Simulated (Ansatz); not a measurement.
System: Mg₅O₄ (slab).

```
CELL_PARAMETERS angstrom
3.00792 0.00000 0.00000
-1.50396 2.60494 0.00000
0.00000 0.00000 24.82384
ATOMIC_POSITIONS crystal
Mg 0.66667 0.33333 0.30213
O 0.00000 0.00000 0.35160
Mg 0.33333 0.66667 0.40106
O 0.66667 0.33333 0.45053
Mg 0.00000 0.00000 0.50000
O 0.33333 0.66667 0.54947
Mg 0.66667 0.33333 0.59894
O 0.00000 0.00000 0.64840
Mg 0.33333 0.66667 0.69787
```

Not relaxed (largest force 0.5 eV/Å).

The calculation used DFT PBE, scalar-relativistic, plane waves, PAW in Ansatz 0.2.0.

Q: What will maps of the valence pseudo-density and electron localisation function show?

A: Mg–O (2.13 Å): ρ at the midpoint is about 0.32 e/Å³; the ELF peaks at about 0.85 in the valence shell of O, 0.6 Å from its nucleus, and is about 0.35 at the midpoint.

Q: Does the calculation make it a metal, or give it a gap?

A: It is metallic or semimetallic at this level of theory: no gap opens.

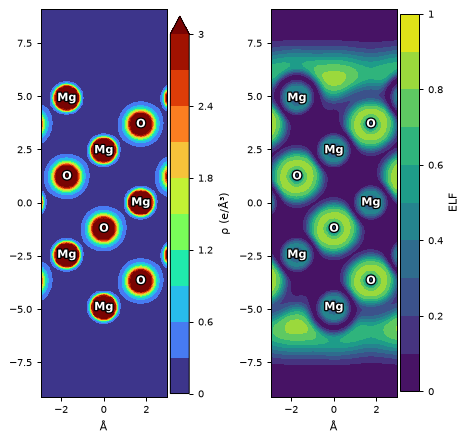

Computed valence pseudo-density and electron localisation function on the (110) plane of the calculation cell, a cut from vacuum to vacuum, in this order. 

In a PAW calculation such maps are meaningful between the atoms, not at the nuclei.
